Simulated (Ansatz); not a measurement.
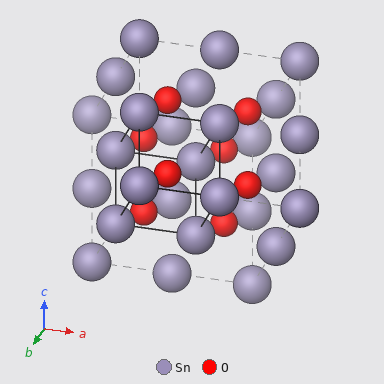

The structure above is drawn in spheres-only style and viewed from a general direction. The simulation cell (solid box) is repeated to 2×2×2 cells.

Input for the calculation:
```yaml
crystal:
  lattice:
    - [3.3011080063, 0.0, 0.0]
    - [0.0, 3.3011080063, 0.0]
    - [0.0, 0.0, 3.3011080063]
  atoms:
    - { symbol: Sn, position: [0.0, 0.0, 0.0] }
    - { symbol: O, position: [0.5, 0.5, 0.5] }
basis:
  ecutwfc: 420
kpoints:
  mp_grid: { grid: [8, 8, 8] }
hamiltonian:
  xc: pbe
scf:
  occupations: { method: gaussian, width: 0.02 }
output:
  forces: true
  stress: true
  eigenvalues: true
```
Run as:
```sh
ansatz run input.yaml --threads 1 --pin off --max-ram 1331MiB --backend cpu --events-out ev --progress --plain --runs-dir out
```

Results below were computed with Ansatz, DFT PBE, scalar-relativistic, plane waves, PAW; the settings were 420 eV cutoff, an 8×8×8 sampling of the Brillouin zone, Gaussian smearing of 0.02 eV, no spin polarisation.

**Does it come out as a metal, or with a gap?**

A semiconductor at this level, with a gap of 0.33 eV on the k-mesh (the true edges may lie between mesh points, so the gap can be somewhat smaller).

**What pressure does the calculation give for this cell?**

The computed pressure is -10.7 GPa (stretched: it would shrink).

Its origin is a structure listed in the Materials Project, with elements exchanged, so it need not be a known form of the compound. The cell was then strained or its atoms displaced on purpose. Ansatz was used for an electronic-structure calculation on it.

At this level of theory the cell isn't at rest (stretched, at -11 GPa), so its distances can differ from those at equilibrium, the more so the softer the solid.
